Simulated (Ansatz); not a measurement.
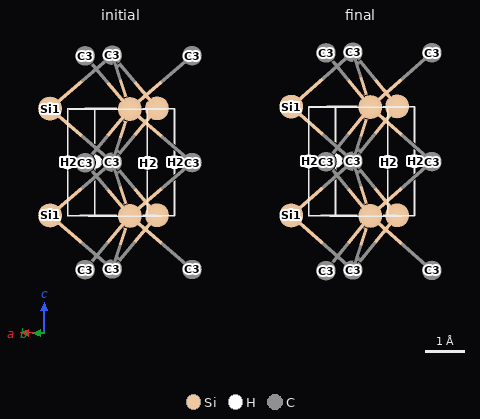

The structure of crystalline SiHC (a generated structure, set up in P-6m2) before (left) and after (right) a relaxation, at one scale.

A ball-and-stick model of the cell of the calculation, seen from a free direction.

Method: DFT PBE, scalar-relativistic, plane waves, PAW (Ansatz). (plane-wave cutoff 420 eV; k-point mesh 18 × 18 × 16; occupations gaussian; smearing width 0.1 eV; no spin polarisation; cell and atoms relaxed; force threshold 0.01 eV/Å; at most 80 steps)

Q: Summarise the run.

A: The atoms keep their places relative to the cell (all moves are under 0.005 Å). Cell: a = b 2.923 → 2.894 Å (−1.0 %), c 2.812 → 2.863 Å (+1.8 %). Volume −0.1 %. Near-neighbour distances that change, for instance: Si1–C3 2.196 → 2.200 Å. The space group stays P-6m2 (No. 187). Over 5 accepted moves (7 points after the start) the energy falls by 15.6 meV per cell of the calculation. All forces vanish by symmetry, so only the cell relaxes. Pressure: −0.06 GPa at the start and 0.01 GPa at the end. At 2 points the geometry stayed and the basis and grid were re-selected for the new cell (energy shift of less than 0.05 meV per cell of the calculation at most each time). Cost: 78 s on 1 thread of Intel(R) Xeon(R) Processor @ 2.70GHz, on a shared host, peak memory 0.43 GiB.
